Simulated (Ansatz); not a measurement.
## Al₁₆As₁₆H: single-point calculation (part 2 of 2)

Continued. System: Al₁₆As₁₆H (defect cell, 33 atoms in the cell). Method: DFT, PBE, plane waves, PAW, spin-polarised (Ansatz 0.2.0); cutoff 420 eV, 2×2×2 k-mesh, Gaussian smearing of 0.01 eV, collinear spins. The structure derives from a Materials Project entry.

**Output, continued**
```
--- Forces (eV/Å), atoms counted from 1 ---
  atom   1  Al    -0.00447996     0.00599327     0.00599327
  atom   2  Al    -0.00599327    -0.00447996    -0.00599327
  atom   3  Al     0.00599327     0.00447996    -0.00599327
  atom   4  Al     0.00538355    -0.00538355    -0.00538355
  atom   5  Al     0.00599327    -0.00447996     0.00599327
  atom   6  Al    -0.00599327     0.00599327     0.00447996
  atom   7  Al    -0.00599327    -0.00599327    -0.00447996
  atom   8  Al     0.00599327     0.00599327    -0.00447996
  atom   9  Al     0.00538355     0.00538355     0.00538355
  atom  10  Al    -0.00538355    -0.00538355     0.00538355
  atom  11  Al     0.00599327    -0.00599327     0.00447996
  atom  12  Al    -0.00599327     0.00447996     0.00599327
  atom  13  Al    -0.00538355     0.00538355    -0.00538355
  atom  14  Al    -0.00447996    -0.00599327    -0.00599327
  atom  15  Al     0.00447996     0.00599327    -0.00599327
  atom  16  Al     0.00447996    -0.00599327     0.00599327
  atom  17  As    -0.00597658    -0.00597658    -0.00597658
  atom  18  As     0.00000000    -0.00000000     0.00000000
  atom  19  As    -0.00000000     0.00607485     0.00000000
  atom  20  As    -0.00597658     0.00597658     0.00597658
  atom  21  As    -0.00000000     0.00000000     0.00000000
  atom  22  As     0.00597658    -0.00597658     0.00597658
  atom  23  As     0.00000000    -0.00000000     0.00000000
  atom  24  As    -0.00000000    -0.00000000     0.00000000
  atom  25  As     0.00607485    -0.00000000     0.00000000
  atom  26  As    -0.00000000    -0.00607485    -0.00000000
  atom  27  As    -0.00000000    -0.00000000     0.00607485
  atom  28  As     0.00597658     0.00597658    -0.00597658
  atom  29  As    -0.00000000     0.00000000    -0.00607485
  atom  30  As    -0.00607485    -0.00000000     0.00000000
  atom  31  As     0.00000000    -0.00000000     0.00000000
  atom  32  As    -0.00000000    -0.00000000    -0.00000000
  atom  33  H     -0.00000000    -0.00000000     0.00000000
  max |Σ_I F_I| component: 3.30e-17 eV/Å
--- Band table (eV; the first three rows and the last of 6) ---
  k-point 0 ↑: bands = ["-28.4099", "-28.4099", "-28.4099", "-28.4095", "-28.4095", "-28.4095", "-28.4088", "-28.4088", "-28.4088", "-28.4082", "-28.4082", "-28.4082", "-28.4036", "-28.4033", "-28.4033", "-28.4033", "-28.4032", "-28.4032", "-28.3973", "-28.3971", "-28.3971", "-28.3971", "-28.3970", "-28.3970", "-28.3893", "-28.3893", "-28.3892", "-28.3892", "-28.3892", "-28.3889", "-28.3871", "-28.3871", "-28.3871", "-28.3871", "-28.3871", "-28.3869", "-28.3867", "-28.3867", "-28.3867", "-28.3864", "-28.3864", "-28.3864", "-28.3862", "-28.3862", "-28.3862", "-28.3858", "-28.3858", "-28.3858", "-28.3780", "-28.3780", "-28.3779", "-28.3779", "-28.3779", "-28.3775", "-28.3775", "-28.3772", "-28.3772", "-28.3772", "-28.3771", "-28.3771", "-28.3598", "-28.3598", "-28.3598", "-28.3598", "-28.3598", "-28.3598", "-28.3598", "-28.3598", "-28.3567", "-28.3567", "-28.3567", "-28.3567", "-28.3502", "-28.3502", "-28.3502", "-28.3502", "-28.3502", "-28.3502", "-28.3502", "-28.3502", "-5.7040", "-4.4835", "-4.4525", "-4.4525", "-4.4501", "-4.4501", "-4.4501", "-4.4339", "-4.4339", "-4.4339", "-4.3599", "-4.3599", "-4.3599", "-3.8550", "-3.8550", "-3.8068", "0.4649", "0.6869", "0.6869", "0.6869", "1.5115", "1.5115", "1.5115", "1.5388", "1.5388", "1.5388", "1.5457", "1.5457", "1.5886", "1.5886", "1.5886", "2.9232", "3.1768", "3.1768", "3.1768", "3.2273", "3.2273", "3.2273", "3.2511", "3.2511", "3.2511", "3.2571", "3.2571", "3.8958", "3.8958", "3.8958", "3.9021", "3.9021", "3.9021", "4.9890", "5.0465", "5.0465", "5.0913", "5.0913", "5.0913", "5.1379", "5.1539", "5.1539", "5.1539", "5.1675", "5.1675", "5.1675", "5.9870", "5.9870", "5.9870", "7.5260", "7.5260", "7.7338", "8.2875"]
  k-point 1 ↑: bands = ["-28.4099", "-28.4099", "-28.4099", "-28.4095", "-28.4095", "-28.4095", "-28.4088", "-28.4088", "-28.4088", "-28.4082", "-28.4082", "-28.4082", "-28.4036", "-28.4033", "-28.4033", "-28.4033", "-28.4032", "-28.4032", "-28.3973", "-28.3971", "-28.3971", "-28.3971", "-28.3970", "-28.3970", "-28.3893", "-28.3893", "-28.3892", "-28.3892", "-28.3892", "-28.3889", "-28.3872", "-28.3872", "-28.3871", "-28.3871", "-28.3870", "-28.3869", "-28.3868", "-28.3868", "-28.3867", "-28.3863", "-28.3863", "-28.3863", "-28.3863", "-28.3863", "-28.3863", "-28.3858", "-28.3858", "-28.3857", "-28.3781", "-28.3780", "-28.3779", "-28.3779", "-28.3777", "-28.3776", "-28.3774", "-28.3773", "-28.3772", "-28.3772", "-28.3770", "-28.3770", "-28.3598", "-28.3598", "-28.3598", "-28.3598", "-28.3598", "-28.3598", "-28.3598", "-28.3598", "-28.3567", "-28.3567", "-28.3567", "-28.3567", "-28.3502", "-28.3502", "-28.3502", "-28.3502", "-28.3502", "-28.3502", "-28.3502", "-28.3502", "-5.3369", "-5.3099", "-4.7277", "-4.7065", "-4.6650", "-4.6598", "-4.1873", "-4.1738", "-4.1648", "-4.1372", "-4.1269", "-4.1176", "-4.0881", "-4.0754", "-3.8648", "-3.8623", "0.2251", "0.8615", "0.8631", "0.8963", "0.9164", "0.9410", "1.1809", "1.2582", "1.2668", "1.2922", "1.4367", "1.6327", "1.6535", "1.6751", "2.5377", "2.7236", "3.1095", "3.3557", "3.3731", "3.4117", "3.4323", "3.5210", "3.5571", "3.5657", "3.5679", "3.5766", "3.9387", "4.0130", "4.0182", "4.0491", "4.2473", "4.2550", "4.3661", "4.5085", "4.5215", "4.5239", "4.6730", "4.7016", "4.7131", "4.7338", "4.8883", "4.9013", "4.9373", "4.9476", "4.9561", "5.0270", "5.5941", "5.8188", "5.8375", "8.2435", "8.3908", "8.7942", "8.7959"]
  k-point 2 ↑: bands = ["-28.4099", "-28.4099", "-28.4099", "-28.4095", "-28.4095", "-28.4095", "-28.4088", "-28.4088", "-28.4088", "-28.4082", "-28.4082", "-28.4082", "-28.4036", "-28.4033", "-28.4033", "-28.4033", "-28.4032", "-28.4032", "-28.3973", "-28.3971", "-28.3971", "-28.3971", "-28.3971", "-28.3971", "-28.3893", "-28.3893", "-28.3892", "-28.3892", "-28.3892", "-28.3889", "-28.3873", "-28.3871", "-28.3871", "-28.3871", "-28.3870", "-28.3870", "-28.3868", "-28.3868", "-28.3868", "-28.3864", "-28.3864", "-28.3864", "-28.3862", "-28.3862", "-28.3862", "-28.3858", "-28.3858", "-28.3858", "-28.3782", "-28.3779", "-28.3779", "-28.3779", "-28.3777", "-28.3777", "-28.3773", "-28.3773", "-28.3772", "-28.3772", "-28.3772", "-28.3769", "-28.3598", "-28.3598", "-28.3598", "-28.3598", "-28.3598", "-28.3598", "-28.3598", "-28.3598", "-28.3567", "-28.3567", "-28.3567", "-28.3567", "-28.3502", "-28.3502", "-28.3502", "-28.3502", "-28.3502", "-28.3502", "-28.3502", "-28.3502", "-5.0351", "-4.9721", "-4.9721", "-4.9279", "-4.9279", "-4.9279", "-4.3720", "-4.3720", "-4.3720", "-4.2883", "-3.8314", "-3.8314", "-3.8201", "-3.7878", "-3.7878", "-3.7878", "-0.0070", "0.6009", "0.6009", "0.6009", "0.9994", "0.9994", "0.9994", "1.0092", "1.0092", "1.0092", "2.0184", "2.7963", "2.7963", "2.7963", "2.8125", "2.8125", "2.9357", "2.9357", "2.9357", "2.9577", "2.9577", "2.9577", "3.0458", "3.2825", "3.2825", "3.2924", "3.2924", "3.2924", "4.6082", "4.6082", "4.6082", "4.6884", "4.6884", "4.6884", "4.7306", "4.7306", "4.7306", "4.7665", "4.7665", "4.7665", "5.1456", "5.1456", "5.1854", "5.1854", "5.1854", "5.2331", "5.2331", "5.2331", "5.5916", "7.9895", "7.9895", "7.9895", "8.0626"]
  k-point 2 ↓: bands = ["-28.4033", "-28.4033", "-28.4033", "-28.4029", "-28.4029", "-28.4029", "-28.4022", "-28.4022", "-28.4022", "-28.4016", "-28.4016", "-28.4016", "-28.3975", "-28.3973", "-28.3973", "-28.3973", "-28.3972", "-28.3972", "-28.3935", "-28.3933", "-28.3933", "-28.3933", "-28.3932", "-28.3932", "-28.3873", "-28.3873", "-28.3872", "-28.3872", "-28.3872", "-28.3869", "-28.3857", "-28.3855", "-28.3855", "-28.3855", "-28.3854", "-28.3854", "-28.3848", "-28.3848", "-28.3848", "-28.3844", "-28.3844", "-28.3844", "-28.3842", "-28.3842", "-28.3842", "-28.3838", "-28.3838", "-28.3838", "-28.3767", "-28.3763", "-28.3763", "-28.3763", "-28.3762", "-28.3762", "-28.3752", "-28.3752", "-28.3751", "-28.3751", "-28.3751", "-28.3748", "-28.3580", "-28.3580", "-28.3580", "-28.3580", "-28.3580", "-28.3580", "-28.3580", "-28.3580", "-28.3529", "-28.3529", "-28.3529", "-28.3529", "-28.3474", "-28.3474", "-28.3474", "-28.3474", "-28.3474", "-28.3474", "-28.3474", "-28.3474", "-4.9822", "-4.9525", "-4.9525", "-4.9083", "-4.9083", "-4.9083", "-4.3474", "-4.3474", "-4.3474", "-4.2712", "-3.8063", "-3.8010", "-3.8010", "-3.7662", "-3.7662", "-3.7662", "0.2412", "0.6140", "0.6140", "0.6140", "1.0125", "1.0125", "1.0125", "1.0300", "1.0300", "1.0300", "2.3357", "2.8144", "2.8144", "2.8144", "2.8326", "2.8326", "2.9606", "2.9606", "2.9606", "2.9716", "2.9716", "2.9716", "3.1075", "3.3053", "3.3053", "3.3083", "3.3083", "3.3083", "4.6433", "4.6433", "4.6433", "4.7030", "4.7030", "4.7030", "4.7463", "4.7463", "4.7463", "4.7855", "4.7855", "4.7855", "5.1772", "5.1772", "5.2044", "5.2044", "5.2044", "5.2521", "5.2521", "5.2521", "6.3181", "8.0045", "8.0045", "8.0045", "8.0821"]
```

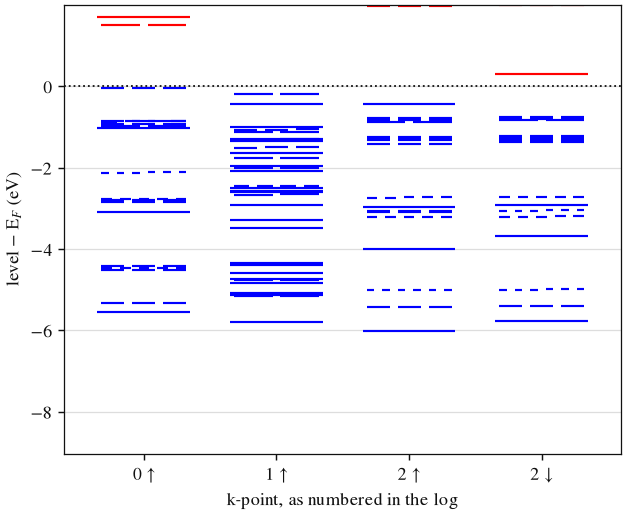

*Kohn–Sham levels near the Fermi level (dotted) at the few k-points that the log prints; levels within 0.02 eV of each other stand side by side.*

The system is metallic on the full mesh.

**Summary**

```json
{"quantity": "outcome", "value": "converged"}
{"quantity": "electrons treated", "value": "289"}
{"quantity": "free energy", "value": "−86327.7877 eV"}
{"quantity": "Fermi energy", "value": "6.014 eV"}
{"quantity": "gap on the k-point mesh", "value": "none (metallic)"}
{"quantity": "net moment of the cell", "value": "1.00 μB"}
{"quantity": "integrated absolute moment", "value": "1.06 μB"}
{"quantity": "largest force (length of the vector)", "value": "0.010 eV/Å"}
{"quantity": "hardware", "value": "4 threads of Intel Xeon @ 2.50GHz (Skylake/Cascade Lake), 128 GiB of memory available, shared host"}
{"quantity": "wall time", "value": "30 s (CPU time 1.8 min)"}
{"quantity": "peak memory", "value": "2.6 GiB"}
```

**Notes**

Settings chosen away from the usual ones: scf.n_extra_bands set to 4.
